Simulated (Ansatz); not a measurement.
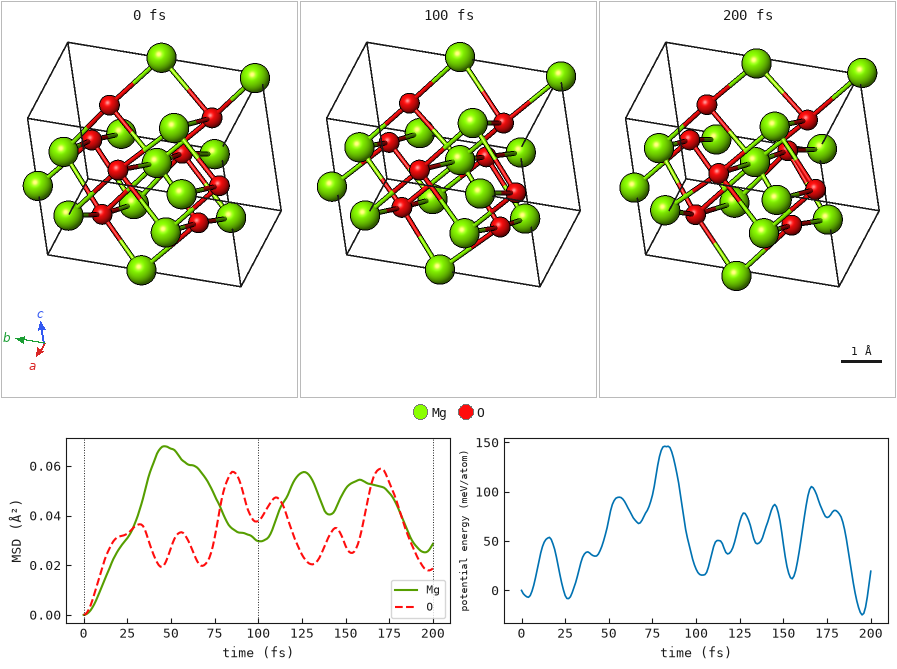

Molecular dynamics of a 16-atom cell of MgO, 200 fs long. It starts from the last geometry of an earlier run, with fresh velocities. Frames and the history of the run. The picture is a ball-and-stick view of the reduced simulation cell, seen from a free direction. Bonds to atoms that aren't drawn are left out. Lengths and directions refer to the drawn axes.

Method: Ansatz 0.2.0, DFT LDA, scalar-relativistic, plane waves, PAW. Settings: plane-wave cutoff 420 eV; k-point mesh 2 × 2 × 2; Fermi-Dirac smearing 0.05 eV; Langevin thermostat (NVT); set temperature 1560 K; time step 1 fs; friction 0.02 per fs.

Input
```yaml
crystal:
  lattice:
    - [0.0, 3.895, 3.895]
    - [3.895, 0.0, 3.895]
    - [3.895, 3.895, 0.0]
  atoms:
    - { symbol: Mg, position: [0.00586962, 0.03404793, -0.03309293] }
    - { symbol: O, position: [0.24970711, 0.24013806, 0.26614829] }
    - { symbol: Mg, position: [-0.01312608, 0.00208757, 0.49716073] }
    - { symbol: O, position: [0.25089699, 0.2255729, 0.76729095] }
    - { symbol: Mg, position: [9.722e-05, 0.51495297, 0.00028495] }
    - { symbol: O, position: [0.23468842, 0.77002307, 0.24834036] }
    - { symbol: Mg, position: [0.00632817, 0.50168167, 0.49197324] }
    - { symbol: O, position: [0.24319428, 0.76200708, 0.73066225] }
    - { symbol: Mg, position: [0.52291902, -0.01063479, 0.02377924] }
    - { symbol: O, position: [0.73155342, 0.24865742, 0.26085131] }
    - { symbol: Mg, position: [0.51671547, -0.03297037, 0.49258258] }
    - { symbol: O, position: [0.73256108, 0.27914099, 0.76329678] }
    - { symbol: Mg, position: [0.51162875, 0.48961038, 0.01131103] }
    - { symbol: O, position: [0.77233145, 0.74186072, 0.23003298] }
    - { symbol: Mg, position: [0.47763606, 0.49214688, 0.50060336] }
    - { symbol: O, position: [0.74242718, 0.74639029, 0.75676876] }
basis:
  ecutwfc: 420.0
kpoints:
  mp_grid: { grid: [2, 2, 2] }
hamiltonian:
  xc: lda
scf:
  occupations: { method: fermi_dirac, width: 0.05 }
  lower_state_search: "off"
  convergence: { dr2_threshold: 0.01 }
  max_iter: 87
md:
  timestep: 1
  n_steps: 200
  ensemble: nvt_langevin
  temperature: 1560.0
  initial_velocities: maxwell_boltzmann
  seed: 134124
  friction: 0.02
```

Command:
```bash
ansatz run input.yaml --threads 1 --pin off --max-ram 3072MiB --backend cpu --events-out ev --progress --plain --runs-dir out
```

What happens in this trajectory?

Root-mean-square distances from the starting positions over the second half, with the common drift of all atoms taken out: Mg 0.21 Å, O 0.19 Å. That is small against the typical shortest distance between atoms in the first frame, about 1.9 Å: the atoms vibrate about their sites and the arrangement holds. Over the second half the temperature averages 1549 K (spread ±269 K). The potential energy in the second half lies on average 49.7 meV per atom above the first frame. The self-consistency threshold is loose, so the forces are noisy.

The run took 5.2 min on 1 thread of Arm Neoverse V1 (shared host), peak memory 0.39 GiB.
